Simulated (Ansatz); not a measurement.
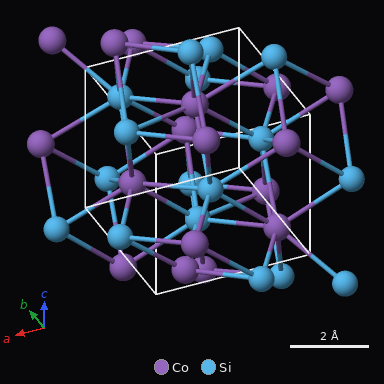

Ball-and-stick model, viewed from a general direction. Thin lines show the conventional unit cell, with boundary atoms drawn in all their periodic places. Bonded atoms from the next cells complete the picture.

- Its composition is CoSi.
- The structure has P2_13 (No. 198) symmetry and a primitive cubic lattice.
- The cell comprises 4 formula units: 4 Co, 4 Si.
- Co is coordinated by seven Si at about 2.3 to 2.4 Å. The coordination shell of Si holds seven Co at about 2.3 to 2.4 Å. Not all metal-metal contacts are counted.
- The bonds build a three-dimensional framework.

Provenance: a structure listed in the Materials Project, with elements exchanged, so it need not be a known form of the compound. A relaxation with Ansatz, DFT r2SCAN, scalar-relativistic, plane waves, PAW gave the geometry drawn.
